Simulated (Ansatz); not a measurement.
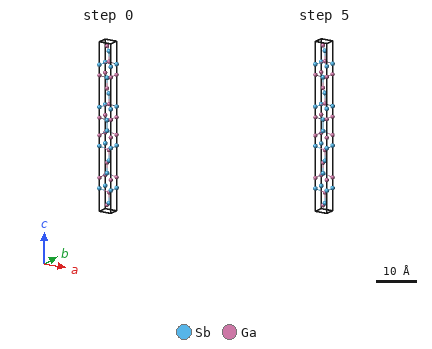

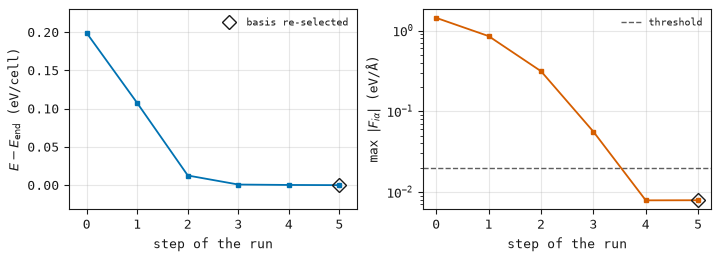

First and last geometry of a relaxation of an interface cell of composition GaSb, with the history of the run. The picture is a ball-and-stick view of the cell of the calculation, seen slightly off an axis.

Case: symmetric tilt boundary Sigma 3 (1 1 1), mirror between the next planes, shift [0, 0].

All numbers below come from DFT PBE, scalar-relativistic, plane waves, PAW (Ansatz 0.2.0).

The input:
```yaml
crystal:
  lattice:
    - [4.3938492981, 0.0, 0.0]
    - [-2.1969246491, 3.8051851126, 0.0]
    - [0.0, 0.0, 43.0507551482]
  atoms:
    - { symbol: Sb, position: [0.6666666667, 0.3333333333, 0.0521666667] }
    - { symbol: Ga, position: [0.3333333333, 0.6666666667, 0.0313333333] }
    - { symbol: Ga, position: [0.6666666667, 0.3333333333, 0.1146666667] }
    - { symbol: Sb, position: [0.0, 0.0, 0.1355] }
    - { symbol: Ga, position: [1.0, 0.0, 0.198] }
    - { symbol: Sb, position: [0.6666666667, 0.3333333333, 0.3021666667] }
    - { symbol: Sb, position: [0.3333333333, 0.6666666667, 0.2188333333] }
    - { symbol: Ga, position: [0.3333333333, 0.6666666667, 0.2813333333] }
    - { symbol: Ga, position: [0.6666666667, 0.3333333333, 0.3646666667] }
    - { symbol: Sb, position: [1.0, 0.0, 0.3855] }
    - { symbol: Ga, position: [1.0, 0.0, 0.448] }
    - { symbol: Sb, position: [0.3333333333, 0.6666666667, 0.4688333333] }
    - { symbol: Sb, position: [0.6666666667, 0.3333333333, 0.9478333333] }
    - { symbol: Ga, position: [0.3333333333, 0.6666666667, 0.9686666667] }
    - { symbol: Ga, position: [0.6666666667, 0.3333333333, 0.8853333333] }
    - { symbol: Sb, position: [0.0, 0.0, 0.8645] }
    - { symbol: Ga, position: [1.0, 0.0, 0.802] }
    - { symbol: Sb, position: [0.6666666667, 0.3333333333, 0.6978333333] }
    - { symbol: Sb, position: [0.3333333333, 0.6666666667, 0.7811666667] }
    - { symbol: Ga, position: [0.3333333333, 0.6666666667, 0.7186666667] }
    - { symbol: Ga, position: [0.6666666667, 0.3333333333, 0.6353333333] }
    - { symbol: Sb, position: [1.0, 0.0, 0.6145] }
    - { symbol: Ga, position: [1.0, 0.0, 0.552] }
    - { symbol: Sb, position: [0.3333333333, 0.6666666667, 0.5311666667] }
basis:
  ecutwfc: 420
kpoints:
  mp_grid: { grid: [12, 12, 1] }
hamiltonian:
  xc: pbe
scf:
  occupations: { method: gaussian, width: 0.1 }
output:
  forces: true
  stress: true
  eigenvalues: true
  populations: true
relax:
  adjacent_minimum: "off"
  f_tol: 0.02
  max_steps: 60
  cell: { fix: [a, b, alpha, beta, gamma], stress_tol: 0.1 }
```

Command:
```bash
ansatz run input.yaml --threads 2 --pin off --max-ram 5120MiB --backend cpu --events-out ev --progress --plain --runs-dir out
```

**Read the history and describe the run.**

It converged. The largest moves relative to the cell, 0.11 Å, are those of Sb12 and Sb24. Sb24 goes along +c. By element the largest moves are Sb 0.11 Å, Ga 0.09 Å. Cell: a = b unchanged at 4.394 Å, c 43.051 → 43.128 Å (+0.2 %). Volume +0.2 %. Some distances before and after: Sb12–Sb24 2.683 → 2.904 Å, Ga2–Ga14 2.698 → 2.519 Å, Sb13–Ga14 2.691 → 2.709 Å, Sb10–Ga11 2.691 → 2.673 Å. The energy falls by 0.199 eV per cell of the calculation in 4 accepted moves (5 points after the start). The largest force component goes from 1.4 to 0.0079 eV/Å. The pressure goes from 0.41 to 0.18 GPa. At 1 point the geometry stayed and the basis and grid were re-selected for the new cell (energy shift of 0.2 meV per cell of the calculation at most each time).
